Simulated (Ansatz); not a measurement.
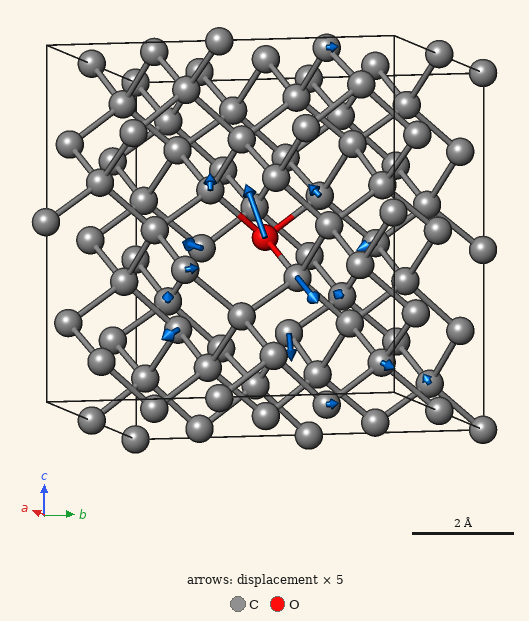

This is a relaxation of a defect cell of composition C$_{62}$O (cell charge −1). The starting structure is drawn; blue arrows show the displacements, magnified 5 times.

A ball-and-stick model of the cell of the calculation (origin shifted), seen from a free direction.

These are results of Ansatz 0.2.0, DFT, PBEsol, PAW, plane waves, not measurements. Settings: plane-wave cutoff 420 eV; k-point mesh 1 × 1 × 1; mesh shifted by (0.25, 0.25, 0.25); collinear spin; atoms relaxed in a fixed cell; force threshold 0.03 eV/Å; at most 80 steps.

What happened in the run?

Answer. Over 7 geometry steps the energy falls by 3.098 eV per cell of the calculation. Largest force component: 3 eV/Å at the start, 0.014 eV/Å at the end. The largest move is that of the O atom, 0.25 Å roughly along [−1 −1 3]. By element the largest moves are O 0.25 Å, C 0.22 Å. The cell doesn't change. Some distances before and after: C–O 1.579 → 2.018 Å, C–C 1.610 → 1.488 Å, C–C 1.443 → 1.561 Å, C–O 1.539 → 1.431 Å. Bond angles that change, for instance: C–O–C 109.5° → 118.8°, C–C–C 107.4° → 115.9°, C–C–C 110.0° → 102.1°.

Limits of the set-up: the periodic images lie only 7.1 Å apart, so the values are limited by the cell's size; the cell is charged, on a uniform background, and energies carry no finite-size correction.
